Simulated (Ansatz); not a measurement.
ZnGa4O2

```
Zn Ga O
1.0
     2.99580    0.00000    0.00000
    -1.49790    2.59444    0.00000
     0.00000    0.00000   15.81804
Zn Ga O
1 4 2
Direct
  0.00000 0.00000 0.00000
  0.66667 0.33333 0.85164
  0.33333 0.66667 0.57520
  0.33333 0.66667 0.14836
  0.66667 0.33333 0.42480
  0.00000 0.00000 0.62755
  0.00000 0.00000 0.37245
```

Space group P-3m1; a generated structure, not necessarily the stable one.

These are results of DFT PBE, scalar-relativistic, plane waves, PAW (Ansatz 0.2.0), not measurements.

Core electrons are frozen (PAW), and the valence fields are smoothed inside the atomic spheres.

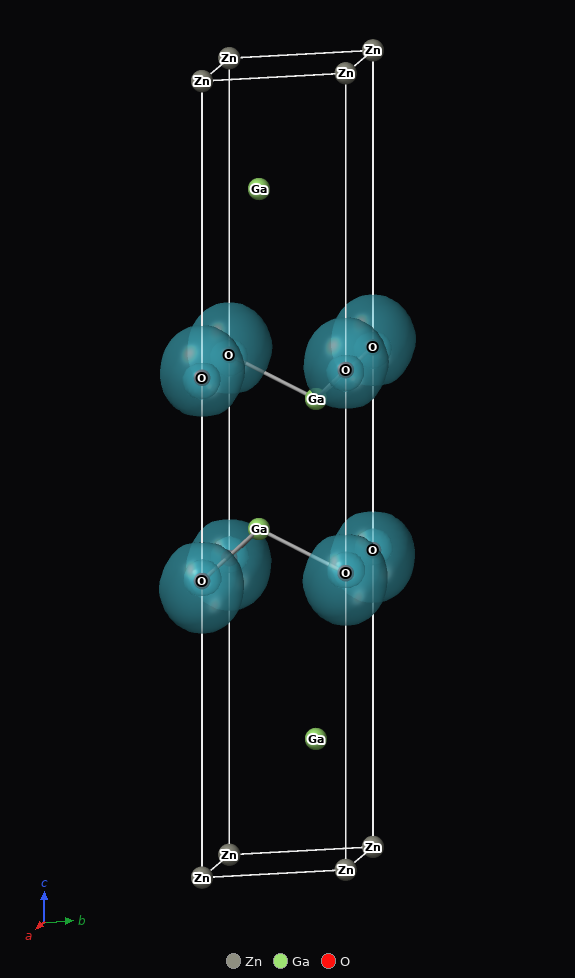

Figure 1. Isosurface of the ELF at 0.7 (cyan), seen slightly off an axis. Only the valence region is drawn (cores and ρ < 0.01 e/Å³ removed). Sticks mark near contacts.

> Identify the bonds, lone pairs and shells in this picture.

The ELF exceeds this value in two regions wrapped around O (the valence shell of each), counted in one cell of 7 atoms. Any copies at cell faces, edges or corners count once. Profiles from the grid: Ga–O (1.92 Å): the ELF peaks at about 0.80 in the valence shell of O, 0.6 Å from its nucleus, and is about 0.35 at the midpoint. Zn–Ga (2.92 Å): the ELF is about 0.30 at the midpoint: no localised pair shows between them.

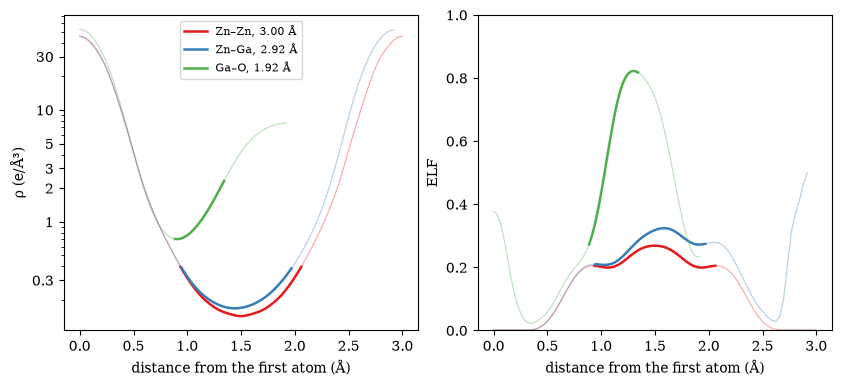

Figure 2. Valence pseudo-density and ELF along straight lines between neighbouring atoms. Thin, pale parts lie inside the atomic spheres.

> Compare the contacts.

Zn–Zn (3.00 Å): ρ at the midpoint is about 0.14 e/Å³; the ELF is about 0.25 at the midpoint (no shared electron pair shows on this line).
Zn–Ga (2.92 Å): ρ is about 0.17 e/Å³ halfway; the ELF is about 0.30 at the midpoint: no localised pair shows between them.
Ga–O (1.92 Å): ρ is about 0.72 e/Å³ halfway; the ELF peaks at about 0.80 in the valence shell of O, 0.6 Å from its nucleus, and is about 0.35 at the midpoint.

> Does the calculation make it a metal, or give it a gap?

It is gapless in this calculation (a metal or semimetal).

> Which way does charge flow, and how much by Bader's partition?

Electrons move from Ga towards O. Bader charges: Zn −0.03, Ga +0.06 to +1.16 and O −1.20 e.
